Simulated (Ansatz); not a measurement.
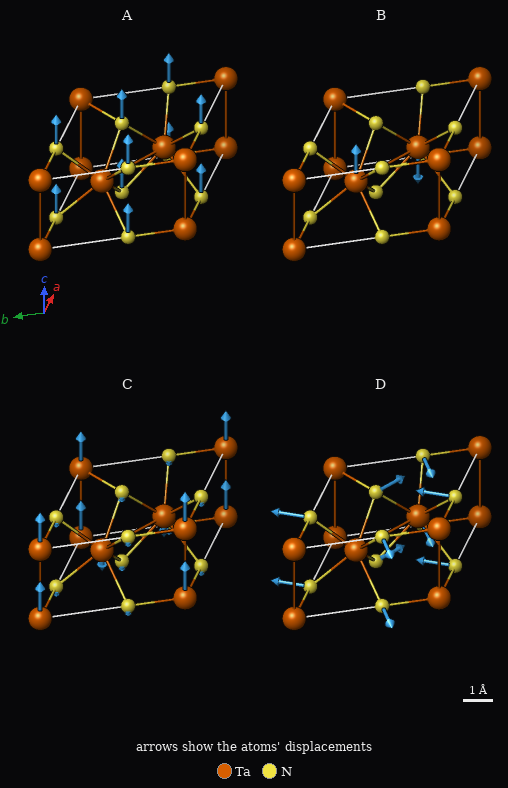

Four optical modes of a crystal of TaN at the zone centre, in no order. The blue arrows are the displacements of the atoms (eigenvector over the root of the mass), of arbitrary overall length and sign. Style: ball-and-stick. Shown: the cell of the calculation, from a free direction.

Computed with DFT PBEsol, scalar-relativistic, plane waves, PAW (Ansatz). Set-up: plane-wave cutoff 420 eV; k-point mesh 12 × 12 × 16; occupations gaussian; smearing width 0.15 eV; no spin polarisation.

Rank the modes by frequency, softest first.

C (148 cm⁻¹), B (189 cm⁻¹), A (595 cm⁻¹), D (704 cm⁻¹). C, A₂″: The Ta (1a) sublattice moves against the Ta (2d) and N sublattices, along c; it mainly bends the Ta–Ta, N–Ta bonds; the kinetic energy is shared as Ta 99 %, N 1 %. B, A₁″: The Ta (1a) and N atoms stay at rest; all motion is along c; atoms of one kind move against one another, with no net shift of their sublattice. A, A₂″: The Ta (1a) atoms hardly move; the N sublattice moves against the Ta (2d) sublattice, along c; the kinetic energy is shared as N 92 %, Ta 8 %. D, A₂′: The Ta (2d) and Ta (1a) atoms stay at rest; atoms of one kind move against one another, with no net shift of their sublattice. The crystal is metallic in this run.
